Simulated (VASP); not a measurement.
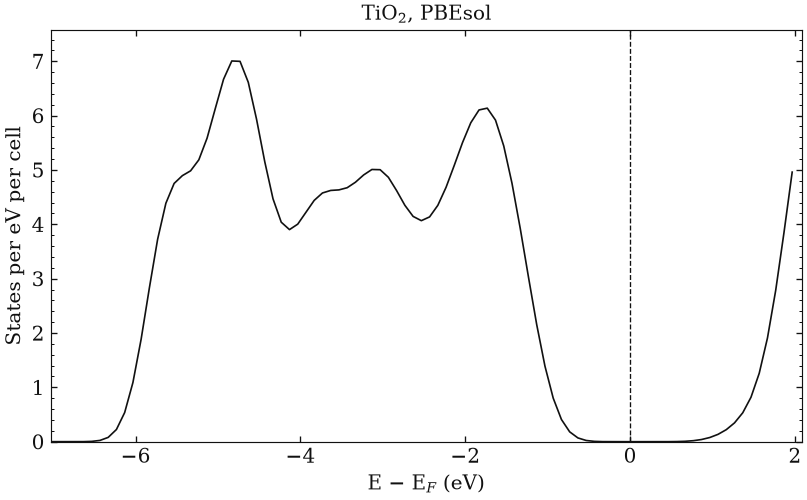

Density of states. Energies are counted from the Fermi level, put mid-gap where there is a gap. The DOS curve is built from the levels of the k mesh with Gaussians 0.55 eV wide, which also blur the band edges; ripples of that width can come from the mesh.

Input of the run:

INCAR:
```
SYSTEM = TiO2
  PREC = Accurate
  ENCUT = 520
  EDIFF = 1E-6
  ISMEAR = 0
  SIGMA = 0.02
  LREAL = .FALSE.
  LASPH = .TRUE.
  NELM = 80
  ALGO = Normal
  ISIF = 2
  LWAVE = .FALSE.
  LCHARG = .FALSE.
  LMAXMIX = 4
  GGA = PS
  KPAR = 2
```

KPOINTS:
```
regular mesh
0
G
  10 10 10
  0 0 0
```

POSCAR:
```
TiO2
1.0
   -1.8921000000      1.8921000000      4.7573000000
    1.8921000000     -1.8921000000      4.7573000000
    1.8921000000      1.8921000000     -4.7573000000
Ti O
2 4
Direct
    0.7500000000      0.2500000000      0.5000000000
    0.0000000000      0.0000000000      0.0000000000
    0.7919000000      0.7919000000      0.0000000000
    0.5419000000      0.0419000000      0.5000000000
    0.9581000000      0.4581000000      0.5000000000
    0.2081000000      0.2081000000      0.0000000000
```

KPOINTS_OPT:
```
path GXYSGZS1NPY1Z,XP
10
line-mode
reciprocal
 0.0000000000  0.0000000000  0.0000000000  G
-0.5000000000  0.5000000000  0.0000000000  X

-0.5000000000  0.5000000000  0.0000000000  X
-0.5000000000  0.5000000000 -0.0790928267  Y

-0.5000000000  0.5000000000 -0.0790928267  Y
-0.2895464134  0.2895464134 -0.2895464134  S

-0.2895464134  0.2895464134 -0.2895464134  S
 0.0000000000  0.0000000000  0.0000000000  G

 0.0000000000  0.0000000000  0.0000000000  G
 0.5000000000  0.5000000000 -0.5000000000  Z

 0.5000000000  0.5000000000 -0.5000000000  Z
 0.2895464134  0.7104535866 -0.7104535866  S1

 0.2895464134  0.7104535866 -0.7104535866  S1
 0.0000000000  0.5000000000 -0.5000000000  N

 0.0000000000  0.5000000000 -0.5000000000  N
-0.2500000000  0.7500000000 -0.2500000000  P

-0.2500000000  0.7500000000 -0.2500000000  P
 0.0790928267  0.9209071733 -0.5000000000  Y1

 0.0790928267  0.9209071733 -0.5000000000  Y1
 0.5000000000  0.5000000000 -0.5000000000  Z

-0.5000000000  0.5000000000  0.0000000000  X
-0.2500000000  0.7500000000 -0.2500000000  P
```

System: anatase TiO$_{2}$, space group I4_1/amd (No. 141), 6 atoms in the primitive cell.

Method: PBEsol, VASP PAW PBE potentials, release 64 (Ti_sv, O), no spin polarisation, no spin-orbit coupling, 10×10×10 k mesh, 520 eV cutoff, Gaussian smearing of 0.02 eV (VASP).

Is there a gap at the Fermi level, and how wide?

There is a gap; over the k points computed it is 2.05 eV (indirect; the smallest direct gap on the k mesh is 2.40 eV).

The PAW data sets were made with another functional. LDA, GGA and most meta-GGA functionals understate gaps.
